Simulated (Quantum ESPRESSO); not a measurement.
**Energy of Si along an even scaling of the cell**

System: Si (2 atoms in the cell).
Method: Kohn-Sham DFT of a periodic cell, PBE, SSSP 1.3 efficiency PBE, no spin polarisation (Quantum ESPRESSO 7.5).

The 7 runs differ only in the geometry, by an even scaling of the cell at fixed fractional positions. The structure derives from a Materials Project entry.

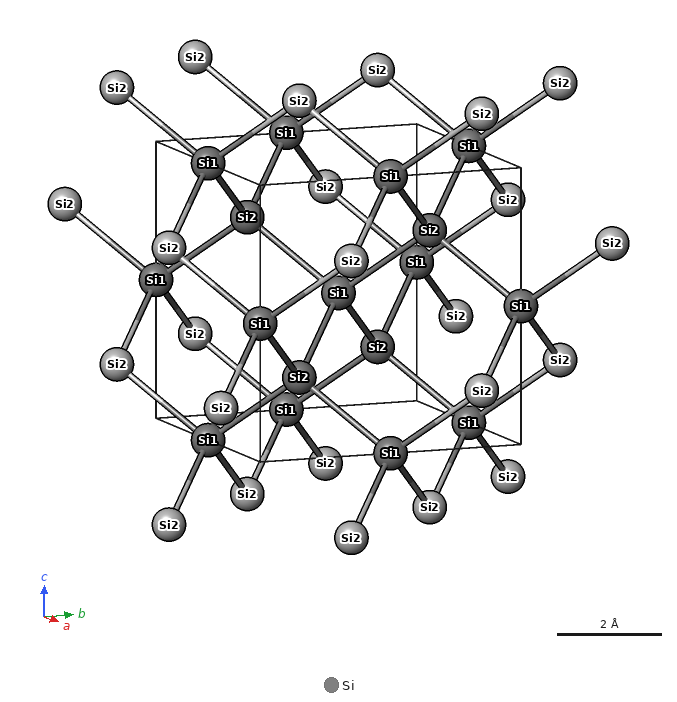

Figure 1. The structure of run 4 (ball-and-stick view of the cell 4 times as large as that of the calculation, set on its symmetry axes, seen slightly off an axis; neighbours outside the cell are drawn fainter; atoms are numbered from 1 in the order of the input).

### The input of run 4
```
&CONTROL
  calculation = 'scf'
  prefix = 'pwscf'
  outdir = './tmp'
  pseudo_dir = './pseudo'
  tprnfor = .true.
  tstress = .true.
  disk_io = 'low'
/
&SYSTEM
  ibrav = 0
  nat = 2
  ntyp = 1
  ecutwfc = 55
  ecutrho = 440
  nbnd = 9
  occupations = 'smearing'
  smearing = 'fd'
  degauss = 0.00367493
/
&ELECTRONS
  conv_thr = 4d-10
  electron_maxstep = 120
  mixing_beta = 0.5
/
ATOMIC_SPECIES
Si    28.0850 Si.pbe-n-rrkjus_psl.1.0.0.UPF
CELL_PARAMETERS angstrom
   0.0000000000    2.7218511865    2.7218511865
   2.7218511865    0.0000000000    2.7218511865
   2.7218511865    2.7218511865    0.0000000000
ATOMIC_POSITIONS crystal
Si     0.5000000000    0.5000000000    0.5000000000
Si     0.7500000000    0.7500000000    0.7500000000
K_POINTS automatic
8 8 8 0 0 0
```

### File pp_density.in of run 4
```
&INPUTPP
  prefix = 'pwscf'
  outdir = './tmp'
  filplot = 'density.dat'
  plot_num = 0
/
&PLOT
  nfile = 1
  filepp(1) = 'density.dat'
  iflag = 3
  output_format = 6
  fileout = 'density.cube'
/
```

### File pp_potential.in of run 4
```
&INPUTPP
  prefix = 'pwscf'
  outdir = './tmp'
  filplot = 'potential.dat'
  plot_num = 11
/
&PLOT
  nfile = 1
  filepp(1) = 'potential.dat'
  iflag = 3
  output_format = 6
  fileout = 'potential.cube'
/
```

Command:
```bash
OMP_NUM_THREADS=1 pw.x -in pw.in > pw.out
OMP_NUM_THREADS=1 pp.x -in pp_density.in > pp_density.out
OMP_NUM_THREADS=1 pp.x -in pp_potential.in > pp_potential.out
```

Lattice vectors (Å) and fractional positions of run 4:
```
   0.000000    2.721851    2.721851
   2.721851    0.000000    2.721851
   2.721851    2.721851    0.000000
Si  0.500000  0.500000  0.500000
Si  0.750000  0.750000  0.750000
```

Run 5 has the same physical settings and fractional positions; its lattice vectors (Å) are:
```
   0.000000    2.739877    2.739877
   2.739877    0.000000    2.739877
   2.739877    2.739877    0.000000
```

### Results, with one run withheld

| run | volume per atom (Å³) | free energy per atom, from the lowest run given (meV) | pressure (GPa) | gap on the mesh (eV) |
| --- | --- | --- | --- | --- |
| 1 | 18.955 | 33.66 | 7.95 | 0.52 |
| 2 | 19.358 | 16.77 | 5.50 | 0.56 |
| 3 | 19.761 | 5.74 | 3.29 | 0.60 |
| 4 | 20.165 | 0.00 | 1.30 | 0.63 |
| 5 | 20.568 | ? | ? | ? |
| 6 | 20.971 | 2.32 | −2.11 | 0.69 |
| 7 | 21.375 | 9.49 | −3.56 | 0.72 |

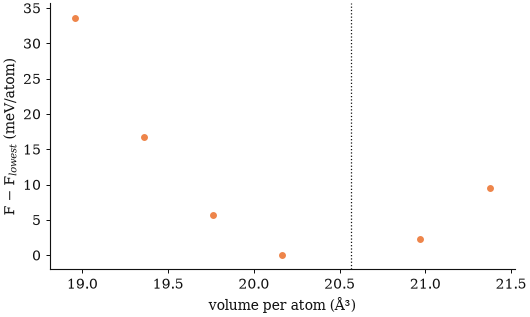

Figure 2. Free energy per atom of the runs given; the dotted line marks run 5.

Fit the runs given and predict run 5.

A cubic polynomial in V^(−2/3) (the Birch–Murnaghan form), fitted to the 6 runs given, misses them by at most 0.01 meV per atom. With x = V^(−2/3) − 0.13542 Å⁻², it reads F = 0.93745 + 2449.4 x + 7.1802e+05 x² + 9.0316e+05 x³ (meV per atom). At run 5 it gives −0.98 meV per atom, and the run itself gives −0.98. The slope of the fit gives a pressure −dF/dV of −0.49 GPa there, and the run prints −0.49 GPa. The fit has its minimum at 20.453 Å³ per atom, where V d²F/dV² gives 88.8 GPa: the bulk modulus at this level, since symmetry fixes the shape and the positions. The gap on the mesh goes, without turning, from 0.52 eV in run 1 to 0.72 eV in run 7; run 5 has 0.66 eV. These are gaps of this functional on this mesh, which can miss the band edges; they aren't the measured gap.

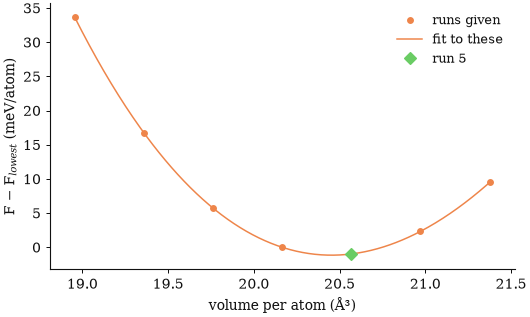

Figure 3. The fit and the withheld run.

### Some lines of the output (run 5)
```
[...]
     unit-cell volume          =     277.6003 (a.u.)^3
     number of k points=    29  Fermi-Dirac smearing, width (Ry)=  0.0037
     total energy              =     -22.83991288 Ry
     total energy              =     -22.83949158 Ry
     total energy              =     -22.83989900 Ry
     total energy              =     -22.83991475 Ry
     total energy              =     -22.83991507 Ry
     total energy              =     -22.83991508 Ry
     the Fermi energy is     6.2350 ev
!    total energy              =     -22.83991508 Ry
     The total energy is F=E-TS. E is the sum of the following terms:
     Computing stress (Cartesian axis) and pressure
          total   stress  (Ry/bohr**3)                   (kbar)     P=       -4.94
```
